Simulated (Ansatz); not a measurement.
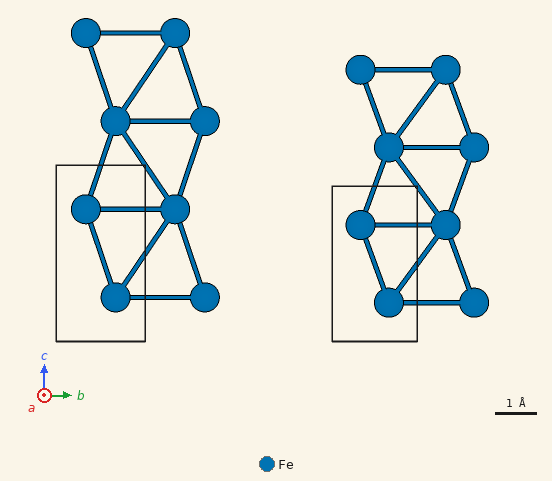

Two geometries of crystalline Fe (built on the database_194 type) (coarse preliminary run), drawn at one scale. One is the start of a relaxation, the other its converged end. The picture is a ball-and-stick view of the cell of the calculation, repeated 1 × 2 × 2 with one cell outlined, seen along the a axis.

Level of theory: DFT r2SCAN, scalar-relativistic, plane waves, PAW in Ansatz. (plane-wave cutoff 500 eV; k-point mesh 9 × 9 × 4; occupations gaussian; smearing width 0.1 eV; collinear spin; cell and atoms relaxed; force threshold 0.04 eV/Å; at most 70 steps)

Which geometry has the lower energy?

Answer. The left one is the relaxed one. Case: structure listed in a database for this formula (P6_3/mmc, No. 194). Over 5 accepted moves (6 points after the start) the energy falls by 393 meV per atom. All forces vanish by symmetry, so only the cell relaxes. The pressure goes from 52.56 to 0.13 GPa. At 1 point the geometry stayed and the basis and grid were re-selected for the new cell (energy shift of 4.3 meV per atom at most each time). No atom moves by more than 0.005 Å relative to the cell. The volume changes by +24.5 %, with a = b 2.434 → 2.549 Å (+4.7 %), c 3.842 → 4.361 Å (+13.5 %). Some distances before and after: Fe–Fe 2.380 → 2.631 Å, Fe–Fe 2.434 → 2.549 Å. The space group stays P6_3/mmc (No. 194).

Limits of the set-up: the k-point mesh is coarse for a cell with partly filled bands.
